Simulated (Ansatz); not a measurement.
**AlGa3As4: density, localisation and related maps**

```
CELL_PARAMETERS angstrom
-5.73973 5.73811 -0.00309
-5.73987 -0.00321 5.73989
0.00308 5.73811 5.73974
ATOMIC_POSITIONS crystal
Al 0.00067 0.00003 0.50026
Al 0.00071 0.50003 0.50023
Ga 0.00042 0.99843 0.00084
Ga 0.50093 0.99884 0.00054
Ga 0.00034 0.49848 0.00084
Ga 0.50099 0.49877 0.00054
Ga 0.50128 0.99846 0.49997
Ga 0.50127 0.49848 0.49996
As 0.87684 0.87388 0.37640
As 0.37486 0.87408 0.37585
As 0.87683 0.37389 0.37639
As 0.87624 0.87409 0.87445
As 0.37490 0.37406 0.37584
As 0.37594 0.87402 0.87549
As 0.87630 0.37404 0.87442
As 0.37588 0.37408 0.87549
```

Space group Cm; a generated structure, not necessarily the stable one.

These are results of DFT PBE, scalar-relativistic, plane waves, PAW in Ansatz 0.2.0, not measurements.

The density is the valence pseudo-density of a PAW calculation; it isn't the true density close to the nuclei.

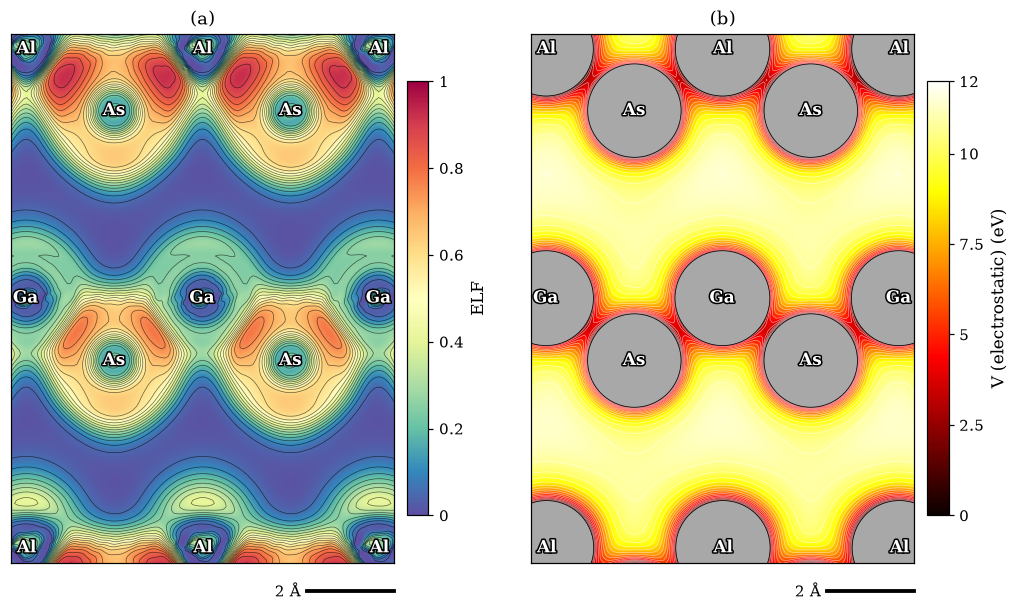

Figure 1. (a) ELF; (b) electrostatic potential energy of an electron on the (101̄) plane of the calculation cell. Grey discs cover the atomic cores in the potential map.

Interpret the plot.

Atoms in the plane: Al, Ga and As. Al–As (2.48 Å): the ELF peaks at about 0.95 between the atoms; a shared electron pair. Ga–As (2.48 Å): the ELF peaks at about 0.80 between the atoms (localised, covalent bonding). The features right at Ga lie inside the PAW spheres, where the map follows smoothed inner orbitals and isn't to be read closely. Outside the cores the potential energy rises away from the atoms and is highest about 2.5 Å from the nearest atoms; its zero is arbitrary.

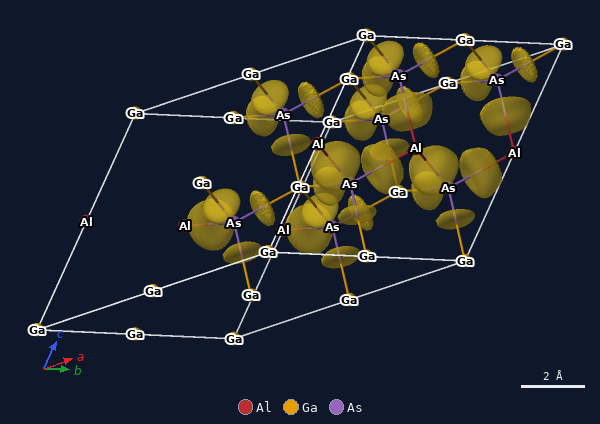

Figure 2. Isosurface of the electron localisation function at 0.7 (yellow), seen at an oblique angle. Core shells and regions of very low density are left out. Sticks mark near contacts.

What do the ELF domains correspond to?

At this value the surface marks out eight regions between bonded Al–As atoms (shared pairs) and 24 regions between bonded As–Ga atoms (shared pairs), counted in one cell of 16 atoms. Regions shared between cells count once.

Metal or insulator at this level of theory?

It is gapped, with a Kohn–Sham gap of 0.45 eV on the k-point mesh, an upper bound to the gap of this method.
